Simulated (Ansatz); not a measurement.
## What a change does: single-point calculation on CuO

System: CuO (2 atoms in the cell).
Method of run 1: Kohn-Sham DFT of a periodic cell, PBE, Ansatz PAW, no spin polarisation (Ansatz 0.2.0).

The structure was built on a prototype by a generator; it need not be a known phase. Text and figures count atoms from 1; the logs count them from 0 in places.

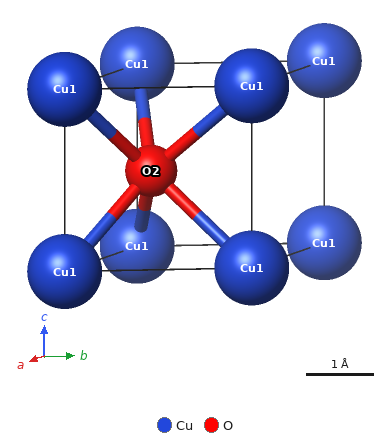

Fig. 1: The structure as given in the input (ball-and-stick view of the cell of the calculation, seen slightly off an axis; atoms are numbered from 1 in the order of the input).

**The input, run 1**
```yaml
crystal:
  lattice:
    - [2.83632511, 0.0, 0.0]
    - [-1.41816255, 2.4563296, 0.0]
    - [0.0, 0.0, 2.76811278]
  atoms:
    - { symbol: Cu, position: [0.0, 0.0, 0.0] }
    - { symbol: O, position: [0.6666666667, 0.3333333333, 0.5] }
hamiltonian:
  xc: pbe
  pseudopotentials: { kind: paw }
kpoints:
  mp_grid: { grid: [11, 11, 10] }
scf:
  occupations: { method: fermi_dirac, width: 0.05 }
output:
  forces: true
  stress: true
  eigenvalues: true
```

Launched with:
```bash
ansatz run input.yaml --threads 2 --pin off --max-ram 5120MiB --backend cpu --events-out ev --progress --plain --runs-dir out
```

Hardware: 2 threads of AMD EPYC (Zen 5), 176 GiB of memory available, shared host.

**Output, shortened to warnings, some set-up lines, iterations and results (run 1)**
```
Basis set: ecut = 420 eV, 405 PW (Γ), exchange–correlation on 40×40×40 points (8 copies of the dense FFT grid, shifted against one another)
Symmetry: 12 space group operations
k-points: 96 of 1210 (time reversal used)
Initial density: superposition of atomic densities (neutral atoms: chi_scale 0, normalization atom), corrected by the library's trained network
[...]
SCF iter   1: F=—  HF=-7190.543266 eV  |F-HF|=—  |Δ(HF+E_count)|=         —  Δρ=5.89e-3  dr2=3.73e-3  ethr=1.77e-3  ⟨swp⟩=5.5  Hψ=6958  notcnv=0
SCF iter   2: F=—  HF=-7190.543112 eV  |F-HF|=—  |Δ(HF+E_count)|=   1.55e-4  Δρ=3.11e-3  dr2=1.21e-3  ethr=1.49e-5  ⟨swp⟩=2.0  Hψ=3036  notcnv=0
SCF iter   3: F=—  HF=-7190.543035 eV  |F-HF|=—  |Δ(HF+E_count)|=   7.64e-5  Δρ=6.53e-4  dr2=5.14e-5  ethr=4.84e-6  ⟨swp⟩=1.0  Hψ=1632  notcnv=0
SCF iter   4: F=—  HF=-7190.543020 eV  |F-HF|=—  |Δ(HF+E_count)|=   1.53e-5  Δρ=2.16e-4  dr2=3.11e-6  ethr=2.06e-7  ⟨swp⟩=2.2  Hψ=2481  notcnv=0
SCF iter   5: F=—  HF=-7190.543020 eV  |F-HF|=—  |Δ(HF+E_count)|=   5.12e-8  Δρ=3.39e-5  dr2=5.27e-8  ethr=1.24e-8  ⟨swp⟩=2.1  Hψ=2419  notcnv=0
SCF iter   6: F=-7190.543020 eV  HF=-7190.543020 eV  |F-HF|=1.54e-9  |Δ(HF+E_count)|=   7.29e-8  Δρ=5.96e-6  dr2=1.79e-9  ethr=2.11e-10  ⟨swp⟩=4.0  Hψ=5100  notcnv=0
SCF 1 converged in 6 iterations: F = -7190.543020 eV  dr2 = 1.79e-9
SCF converged after 6 iterations
Free energy (F): -7190.543020 eV
Harris-Foulkes:  -7190.543020 eV  (|F-HF|=1.54e-9)
Internal energy: -7190.519295 eV  (E = F + TS)
E sigma→0 (E₀):  -7190.531158 eV
Entropy (-TS):   -0.023725 eV (-11.862 meV/atom)
Fermi energy:    12.605291 eV
--- Per-component energies (eV) ---
  E_band       = -403.416104
  E_kinetic    = 469.918578
  E_local      = -4656.717752  (includes V_loc(G=0)·N_el)
  E_nonlocal   = 442.932019
  E_hartree    = 2019.015454
  E_xc         = -161.226299
  E_vxc        = -206.955016  (∫ρ·V_xc dr)
  E_paw        = -1822.605461  (= ΣΔE_a)
  E_vpaw       = -490.627578  (= ΣTr[D̂ρ^β])
  E_aug_tail   = 0.002411  (compensation charges beyond the density's cutoff)
  E_ewald      = -3481.838246
  E_smearing   = -0.023725  (= −TS)
  E_closure    = 0.000000  (closes the sum)
  Σ components = -7190.543020   (vs F -7190.543020, Δ=0.00e0)
--- Forces (eV/Å), atoms counted from 1 ---
  atom   1  Cu    -0.00000000     0.00000000     0.00000000
  atom   2  O     -0.00000000     0.00000000    -0.00000000
  max |Σ_I F_I| component: 7.40e-17 eV/Å
--- Stress (GPa, compression-positive) ---
        2.930531       0.000000       0.000000
        0.000000       2.930531       0.000000
        0.000000       0.000000      -7.354203
  P = ⅓ Tr σ = -0.4977 GPa (-4.977 kbar)
```

For run 2 the input was changed thus:
```diff
-    - [2.83632511, 0.0, 0.0]
-    - [-1.41816255, 2.4563296, 0.0]
-    - [0.0, 0.0, 2.76811278]
+    - [2.8172887974, 0.0, 0.0]
+    - [-1.4086443937, 2.4398436697, 0.0]
+    - [0.0, 0.0, 2.7495342821]
+  write_density: true
+  write_potential: true
+  elf: true
+  volumetric_format: npy
```

What does this change do to the results?

With the same functional and potentials, run 2 lies 1.5 meV per atom higher. The pressure goes from −0.50 to 3.06 GPa. The volume per atom goes from 9.64 to 9.45 Å³. The cell is scaled evenly with the atoms at fixed fractional positions, so −ΔP/Δ ln V estimates the bulk modulus midway between the two volumes: about 180 GPa. The number of SCF iterations is the same. The plane waves at Γ go from 405 to 393.

**Output, shortened to warnings, some set-up lines, iterations and results (run 2)**
```
Basis set: ecut = 420 eV, 393 PW (Γ), exchange–correlation on 40×40×40 points (8 copies of the dense FFT grid, shifted against one another)
Symmetry: 12 space group operations
k-points: 96 of 1210 (time reversal used)
Initial density: superposition of atomic densities (neutral atoms: chi_scale 0, normalization atom), corrected by the library's trained network
[...]
SCF iter   1: F=—  HF=-7190.540109 eV  |F-HF|=—  |Δ(HF+E_count)|=         —  Δρ=5.61e-3  dr2=3.28e-3  ethr=1.77e-3  ⟨swp⟩=5.5  Hψ=6958  notcnv=0
SCF iter   2: F=—  HF=-7190.540067 eV  |F-HF|=—  |Δ(HF+E_count)|=   4.19e-5  Δρ=3.01e-3  dr2=1.10e-3  ethr=1.31e-5  ⟨swp⟩=2.2  Hψ=3011  notcnv=0
SCF iter   3: F=—  HF=-7190.540017 eV  |F-HF|=—  |Δ(HF+E_count)|=   5.07e-5  Δρ=5.85e-4  dr2=4.01e-5  ethr=4.41e-6  ⟨swp⟩=1.0  Hψ=1659  notcnv=0
SCF iter   4: F=—  HF=-7190.540004 eV  |F-HF|=—  |Δ(HF+E_count)|=   1.23e-5  Δρ=2.26e-4  dr2=3.51e-6  ethr=1.60e-7  ⟨swp⟩=2.2  Hψ=2596  notcnv=0
SCF iter   5: F=—  HF=-7190.540004 eV  |F-HF|=—  |Δ(HF+E_count)|=   2.14e-7  Δρ=3.46e-5  dr2=5.02e-8  ethr=1.41e-8  ⟨swp⟩=2.1  Hψ=2398  notcnv=0
SCF iter   6: F=-7190.540004 eV  HF=-7190.540004 eV  |F-HF|=2.41e-9  |Δ(HF+E_count)|=   6.30e-8  Δρ=6.99e-6  dr2=2.10e-9  ethr=2.01e-10  ⟨swp⟩=7.1  Hψ=8818  notcnv=0
SCF 1 converged in 6 iterations: F = -7190.540004 eV  dr2 = 2.10e-9
SCF converged after 6 iterations
Free energy (F): -7190.540004 eV
Harris-Foulkes:  -7190.540004 eV  (|F-HF|=2.41e-9)
Internal energy: -7190.516653 eV  (E = F + TS)
E sigma→0 (E₀):  -7190.528329 eV
Entropy (-TS):   -0.023351 eV (-11.675 meV/atom)
Fermi energy:    13.014699 eV
--- Per-component energies (eV) ---
  E_band       = -394.930945
  E_kinetic    = 470.529618
  E_local      = -4618.471404  (includes V_loc(G=0)·N_el)
  E_nonlocal   = 442.845698
  E_hartree    = 2003.880936
  E_xc         = -161.480593
  E_vxc        = -207.308023  (∫ρ·V_xc dr)
  E_paw        = -1822.458420  (= ΣΔE_a)
  E_vpaw       = -490.290531  (= ΣTr[D̂ρ^β])
  E_aug_tail   = 0.002406  (compensation charges beyond the density's cutoff)
  E_ewald      = -3505.364894
  E_smearing   = -0.023351  (= −TS)
  E_closure    = 0.000000  (closes the sum)
  Σ components = -7190.540004   (vs F -7190.540004, Δ=0.00e0)
--- Forces (eV/Å), atoms counted from 1 ---
  atom   1  Cu     0.00000000     0.00000000     0.00000000
  atom   2  O     -0.00000000    -0.00000000    -0.00000000
  max |Σ_I F_I| component: 1.85e-17 eV/Å
--- Stress (GPa, compression-positive) ---
        6.279501       0.000000       0.000000
        0.000000       6.279501       0.000000
        0.000000       0.000000      -3.377166
  P = ⅓ Tr σ = 3.0606 GPa (30.606 kbar)
```

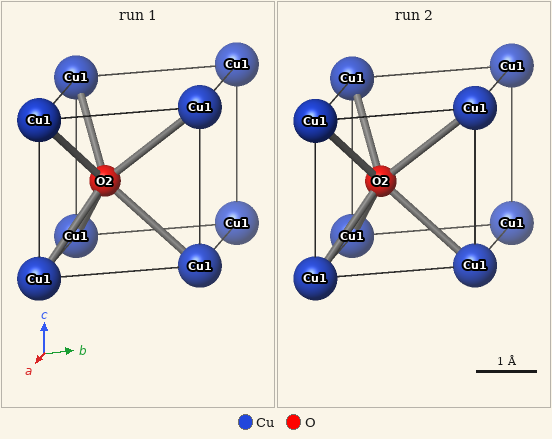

Fig. 2: The two input geometries at one scale (ball-and-stick view of the cell of the calculation, seen slightly off an axis). No atom moves by more than 0.005 Å relative to the cell. The volume changes by −2.0 %, with a = b 2.836 → 2.817 Å (−0.7 %), c 2.768 → 2.750 Å (−0.7 %). Among the contacts that change: Cu1–O2 2.144 → 2.130 Å.

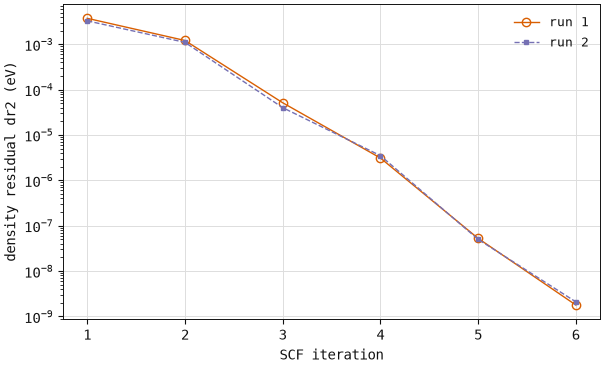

Fig. 3: Convergence of the two runs: density residual dr2 against the SCF iteration. Run 1 takes 6 iterations in all, and run 2 takes 6.

**The two runs side by side**

```csv
quantity,run 1,run 2
outcome,converged,converged
free energy per atom (eV),−3595.2715,−3595.2700
"energy per atom, smearing taken to zero (eV)",−3595.2656,−3595.2642
gap on the mesh (eV),0.00,0.00
pressure (GPa),−0.50,3.06
volume per atom (Å³),9.64,9.45
largest force (eV/Å),0.000,0.000
SCF iterations,6,6
irreducible k-points,96,96
plane waves at Γ,405,393
wall time (shared host),0.87 s,0.85 s
```

For both runs: The run has no spin polarisation, so a magnetic state may lie lower.
